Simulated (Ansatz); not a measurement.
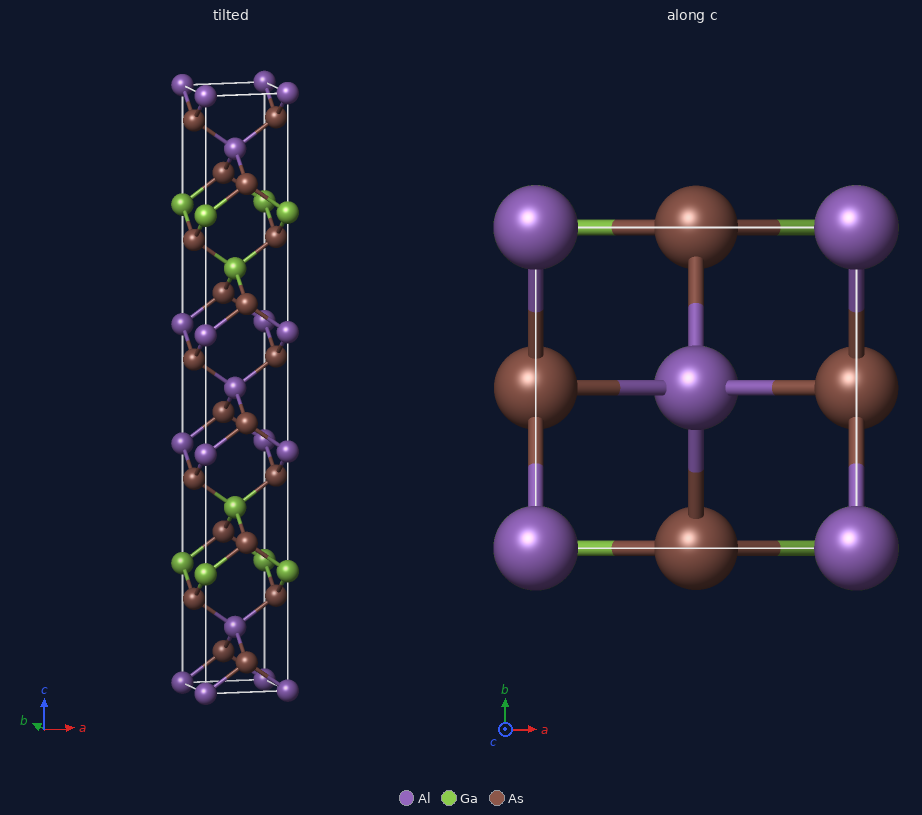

Drawn in the ball-and-stick manner and seen slightly off an axis and along the c axis. The conventional unit cell is drawn as a box. Cell: a = 4.06 Å, b = 4.06 Å, c = 28.68 Å, α = 90.00°, β = 90.00°, γ = 90.00°.

Provenance: a structure type filled with these elements by a generator (whether the compound takes this form wasn't checked). Earlier steps of the study, as a rule a relaxation of our own, may have changed the cell and positions, so they can lie some per cent off the listed ones. It was the input of a calculation with Ansatz.

### Characterise what is shown.

The stoichiometry is Al$_{3}$Ga$_{2}$As$_{5}$. The atoms follow space group I-4m2 (No. 119); the Bravais lattice is body-centred tetragonal. Content of the cell: 6 Al, 4 Ga, 10 As (Z = 2). About every Al there are four As in a tetrahedral arrangement at about 2.5 Å. The coordination shell of Ga holds four As in a tetrahedral arrangement at about 2.5 Å. As takes three kinds of site: 4f with two Al and two Ga in a tetrahedral arrangement (about 2.5 Å to Al, 2.5 Å to Ga); 2d with four Ga in a tetrahedral arrangement at about 2.5 Å; 4f with four Al in a tetrahedral arrangement at about 2.5 Å. The bonds build a three-dimensional framework.

Calculation details: Ansatz 0.2.0, DFT PBE, scalar-relativistic, plane waves, PAW; plane-wave cutoff 420 eV, k-points about 0.22 Å⁻¹ apart, Gaussian smearing of 0.02 eV, no spin polarisation.

### Classify it as metallic or gapped, with the value.

A semiconductor at this level, with a gap of 1.04 eV, direct.

### What charge does Bader's analysis assign to each element?

Al +1.94 e; Ga +0.68 e; As -1.94 to -0.67 e.

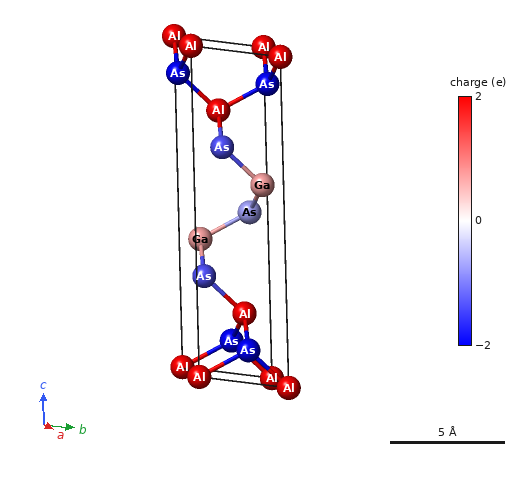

The atoms coloured by those charges. The run's cell of 10 atoms is drawn in a reduced setting, so axes and origin can differ from the first picture.

### Are forces and stress small enough to call this relaxed?

Yes. All forces vanish to within 0.01 eV/Å. The pressure is 0.0 GPa, close to zero.
